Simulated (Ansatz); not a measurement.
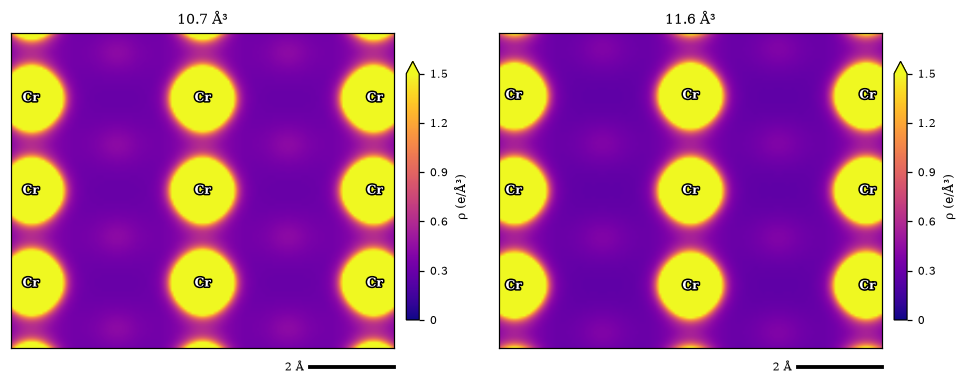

Cr. The valence electron density of cells scaled evenly to different volumes (given per atom above each panel), on the (100) plane of each (indices in the axes of the cell below), at one length scale and on one colour scale.

A generated structure, not necessarily the stable one; the program warned that a starting moment wasn't kept; spin-polarised, but the moments vanished.

Computed with DFT, m-r2SCAN, plane waves (500 eV) with PAW, scalar-relativistic (Ansatz).

Core electrons are frozen (PAW), and the valence fields are smoothed inside the atomic spheres.

The largest cell:

```
CELL_PARAMETERS angstrom
4.20584 0.00000 0.00000
-2.10292 3.64236 0.00000
0.00000 0.00000 2.26608
ATOMIC_POSITIONS crystal
Cr 0.00000 0.00000 0.00000
Cr 0.33333 0.66667 0.50000
Cr 0.66667 0.33333 0.50000
```

| volume (Å³/atom) | Cr–Cr contact in the plane (Å) | ρ at its midpoint (e/Å³) | 
| --- | --- | --- |
| 10.65 | 2.204 | 0.612 | 
| 11.11 | 2.235 | ? | 
| 11.57 | 2.266 | 0.551 | 

**What values belong in the row with question marks?**

Over the known rows ln ρ falls by 1.69 per Å of Cr–Cr distance (the line through the two), which gives 0.581 e/Å³ at 2.235 Å; the calculation gives 0.580 e/Å³.
